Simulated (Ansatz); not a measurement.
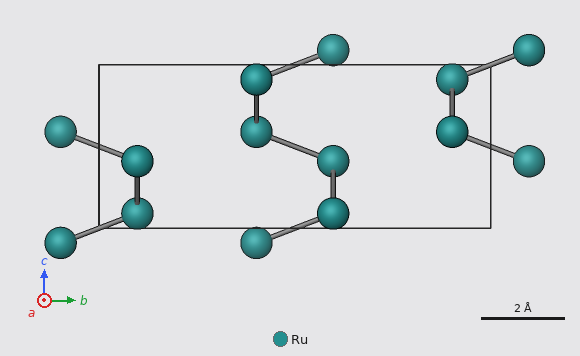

This is the input geometry for a relaxation of crystalline Ru (built on the black phosphorus_64 type) (coarse preliminary run). A ball-and-stick model of the conventional cell (2 times the calculation's cell), seen along the a axis. Lengths and directions refer to the drawn axes.

Case: black phosphorus type (Cmce, No. 64).

Theory: DFT PBEsol, scalar-relativistic, plane waves, PAW in Ansatz 0.2.0.

The input:
```yaml
crystal:
  lattice:
    - [1.5001501721, -4.7587845338, 0.0]
    - [1.5001501721, 4.7587845338, 0.0]
    - [0.0, 0.0, 3.9701859539]
  atoms:
    - { symbol: Ru, position: [0.098, 0.902, 0.91] }
    - { symbol: Ru, position: [0.598, 0.402, 0.59] }
    - { symbol: Ru, position: [0.902, 0.098, 0.09] }
    - { symbol: Ru, position: [0.402, 0.598, 0.41] }
basis:
  ecutwfc: 420
kpoints:
  mp_grid: { grid: [6, 6, 4] }
hamiltonian:
  xc: pbesol
scf:
  occupations: { method: gaussian, width: 0.1 }
  lower_state_search: "off"
output:
  forces: true
  stress: true
  eigenvalues: true
relax:
  adjacent_minimum: "off"
  f_tol: 0.04
  max_steps: 70
  cell: { stress_tol: 0.4 }
```

Where does the relaxation end?

Answer. After 11 accepted moves (15 points after the start) the energy has fallen by 3415 meV per atom. Largest force component: 14 eV/Å at the start, 0.011 eV/Å at the end. The pressure goes from 148.34 to 0.22 GPa. The line search rejected the trial steps at points 8, 10 of the run. At 2 points the geometry stayed and the basis and grid were re-selected for the new cell (energy shift of 4.6 meV per atom at most each time). The largest moves relative to the cell, 0.43 Å, are those of Ru1, Ru2, Ru3 and Ru4. Ru4 goes along [0 1 3]. The drawn cell changes as follows: a 3.000 → 2.707 Å (−9.8 %), b 9.518 → 9.203 Å (−3.3 %), c 3.970 → 4.576 Å (+15.3 %); the volume changes by +0.6 %. Some distances before and after: Ru1–Ru3 3.337 → 2.645 Å, Ru1–Ru2 1.966 → 2.523 Å, Ru1–Ru3 (another image) 1.998 → 2.340 Å, Ru1–Ru1 3.000 → 2.707 Å. Among the angles between lasting bonds that change: Ru2–Ru1–Ru2 99.5° → 64.9°, Ru2–Ru1–Ru3 103.4° → 93.3°. The space group stays Cmce (No. 64). The run took roughly 23 core-seconds on a shared host.

Final geometry:

```
Ru
1.0
     1.35337   -4.60145    0.00000
     1.35337    4.60145    0.00000
     0.00000    0.00000    4.57629
Ru
4
Direct
  0.12684 0.87316 0.98261
  0.62684 0.37316 0.51739
  0.87316 0.12684 0.01739
  0.37316 0.62684 0.48261
```

After the run, drawn alike:

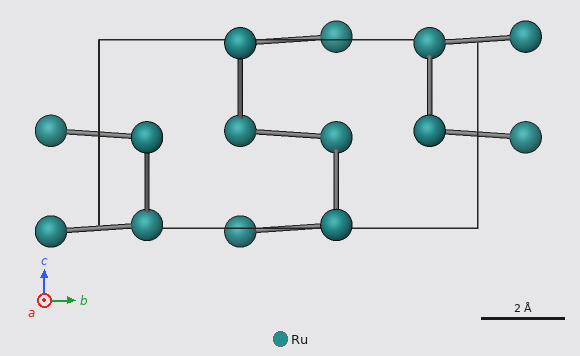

Limits of the set-up: the k-point mesh is coarse for a cell with partly filled bands.
